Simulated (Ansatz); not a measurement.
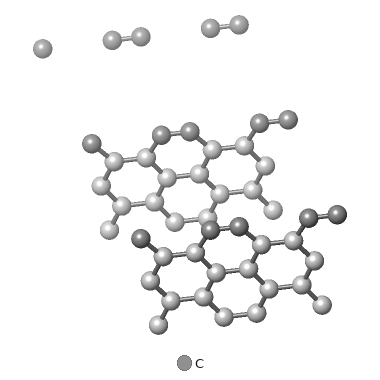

The system is C on a C(111) slab cut from the P6/mmm phase, its upper half relaxed before the scan (10 atoms of substrate and one adsorbate in a 1 × 1 cell); the picture shows it without the atoms that are moved over the map. C is moved over the surface cell; relaxed at each place: the height of the adsorbate's atoms; substrate rigid; the origin of the map has the adsorbate above C9. Places are given modulo a cell vector. The map is drawn in real space over the plane of the surface. The grid has 4 × 4 points. At 2 points there is no value. Energies: eV, counted from the lowest grid point. At some places the adsorbate sinks to or below the level of the top layer. With one adsorbate in each 1 × 1 cell, its nearest image is 4.3 Å away, so neighbouring adsorbates interact. These are results of DFT PBE, scalar-relativistic, plane waves, PAW (Ansatz 0.2.0), not measurements. Settings: cutoff 420 eV, k-mesh 7×3×1, gaussian smearing 0.1 eV, no spin polarisation.

Range: position of C11 along the first surface vector from 0.00 to 0.75; position of C11 along the second surface vector from 0.00 to 0.75.

**What will the energy surface look like?**

The lowest grid point is at (3/4, 0/4) of the cell vectors [nearest 1 C at 1.37 Å]. The highest grid point, a place at or below the level of the top layer, (1/4, 2/4) of the cell vectors, lies 6.0 eV above the lowest.

```tsv
second ↓, first →	0/4	1/4	2/4	3/4
3/4	4.8	5.0	4.8	4.6
2/4	6.0	6.0	6.0	6.0
1/4	4.7	–	4.8	–
0/4	0.4	1.2	1.1	0.0
```

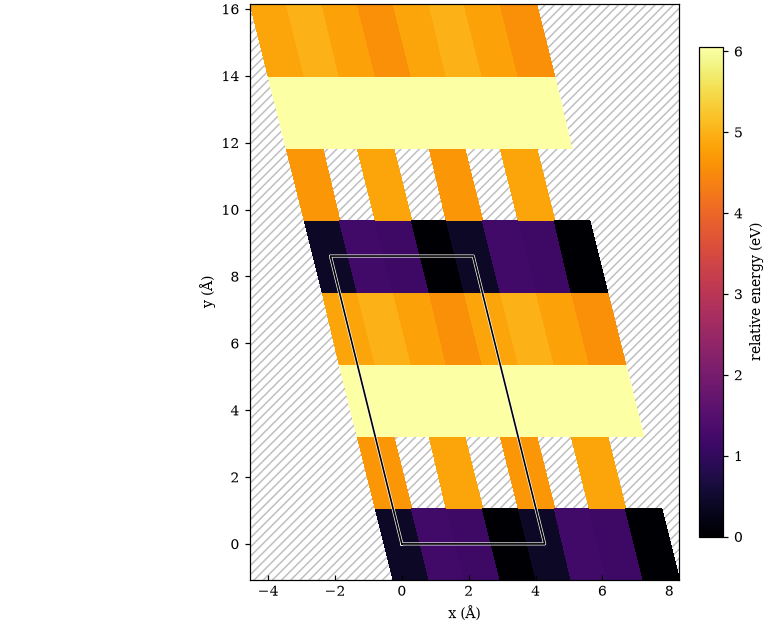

The picture shows one coloured cell a grid point, the outline of one cell of the 2 × 2 shown, hatched blanks where no value was computed.

Each point was launched as `ansatz run input.yaml --threads 2 --pin off --max-ram 6144MiB --backend cpu --events-out ev --progress --plain --runs-dir out`. The whole map (14 points run) took 4.6 min on 2 threads of AMD EPYC 9R45 96-Core Processor (Zen 5) (shared host).

PAW datasets: the set soft_1.
